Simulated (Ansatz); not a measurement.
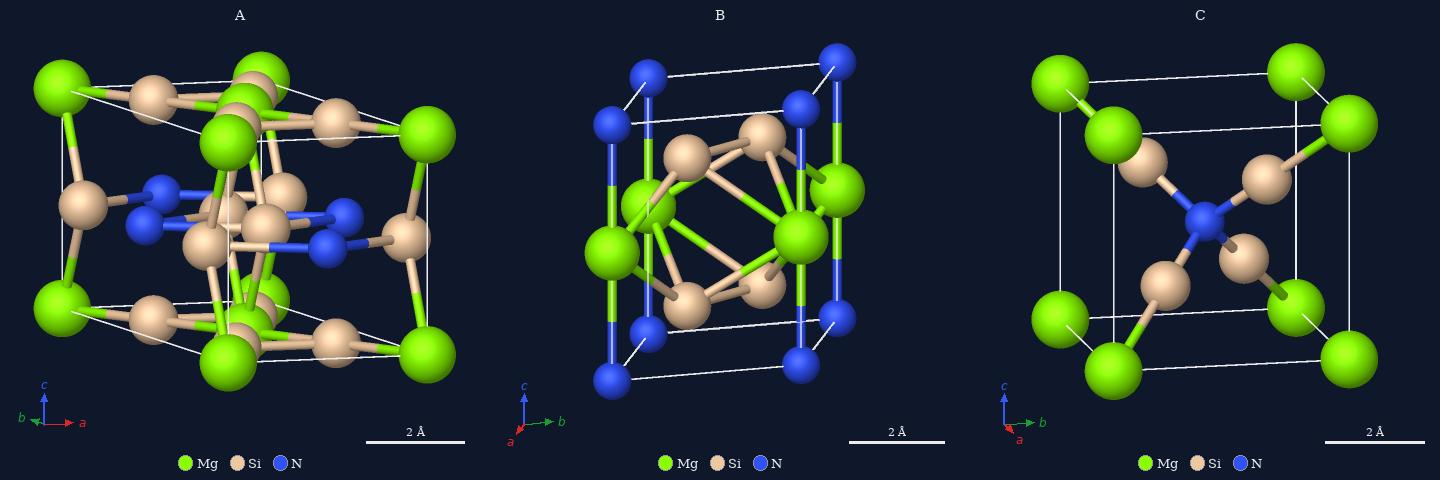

Three structures of MgSi$_{4}$N, each relaxed to rest (conventional cells in solid outline, small ones repeated, each panel with its own scale). Method: DFT PBE, scalar-relativistic, plane waves, PAW in Ansatz 0.2.0, without spin polarisation.

> Name the structure in each panel.

A: 12 atoms a cell on a base-centred orthorhombic lattice, Cmmm; B: 6 atoms a cell on a primitive hexagonal lattice, P6/mmm; C: 6 atoms a cell on a primitive cubic lattice, P-43m.

> Rank them by energy, lowest first.

B, then C (+115 meV/atom) and A (+318 meV/atom), energies at zero smearing.

> Collect the results in a table.

| panel | structure | E − E(lowest) (meV/atom) | volume (Å³/atom) | gap (eV) |
| --- | --- | --- | --- | --- |
| B | P6/mmm | 0 | 14.5 | metal |
| C | P-43m | 115 | 19.6 | metal |
| A | Cmmm | 318 | 16.6 | metal |

Some of these may be structure types tried for this composition rather than known phases, and the most stable form need not be among them. Gaps are taken on the k-mesh or band path of each run.
